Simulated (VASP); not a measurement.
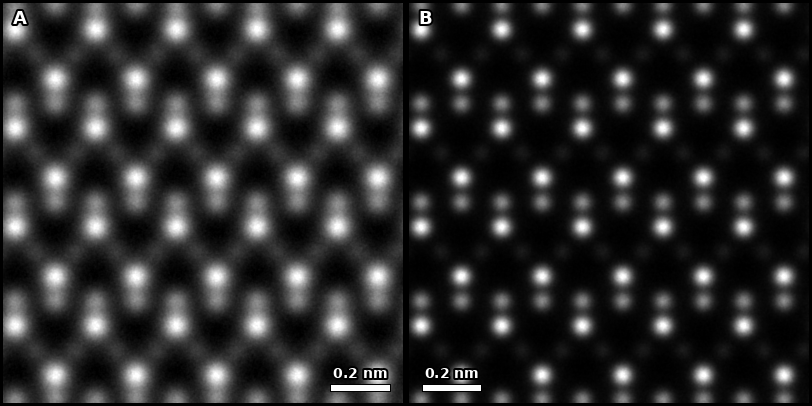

Two simulated images of the same area of SiMo3 (Pm-3n, No. 223) along [211], with a probe of 0.50 Å. One is incoherent Z contrast (Z^1.6 per atom), the other the projected potential of neutral atoms blurred by the probe (iDPC-like, thin sample). Brightness is counted from the darkest point of the image. Shot noise was added. Structure used: an entry of the Crystallography Open Database, as set up for an electronic-structure calculation.

Which panel is which, and how can one tell?

B is the Z-contrast image and A the potential image. The columns of 1 Si per repeat reach about 9 % of the brightest peak (2 Mo) in B but about 22 % in A, mainly since the potential grows much more slowly with atomic number.
